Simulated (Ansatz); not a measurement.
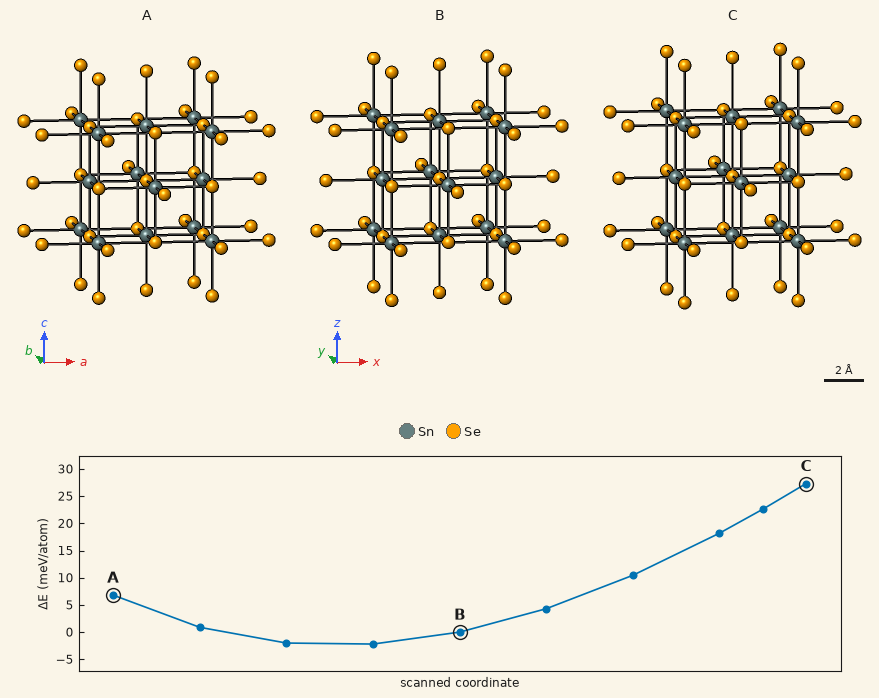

Frames of a one-coordinate scan of crystalline SnSe (Fm-3m). x, y and z are the Cartesian axes of the input. The picture is a ball-and-stick view of the conventional cell (4 times the calculation's cell), seen along the b axis, with a slight tilt. Lengths and directions refer to the drawn axes.

Theory: DFT PBEsol, scalar-relativistic, plane waves, PAW in Ansatz. Set-up: plane-wave cutoff 420 eV; k-point mesh 8 × 8 × 8; occupations gaussian; smearing width 0.05 eV; no spin polarisation. Energies (free energies at the smearing named) are counted from the cell as listed in its source, which wasn't relaxed.

### What is being scanned?

The cell is strained along z alone, with the atoms kept at their fractional coordinates. In the frames the strain is −0.04 (A), 0.00 (B), 0.04 (C). The lowest computed point lies at the strain −0.01 (−2.2 meV/atom). At the ends of the scan the energy is 6.8 meV/atom (−0.04) and 27.3 meV/atom (0.04). The unrelaxed reference is under a pressure of −1.9 GPa, which tilts the curve. The distortion takes the space group from Fm-3m to I4/mmm. At the strain −0.04 the cell of the drawing goes c 6.020 → 5.779 Å.
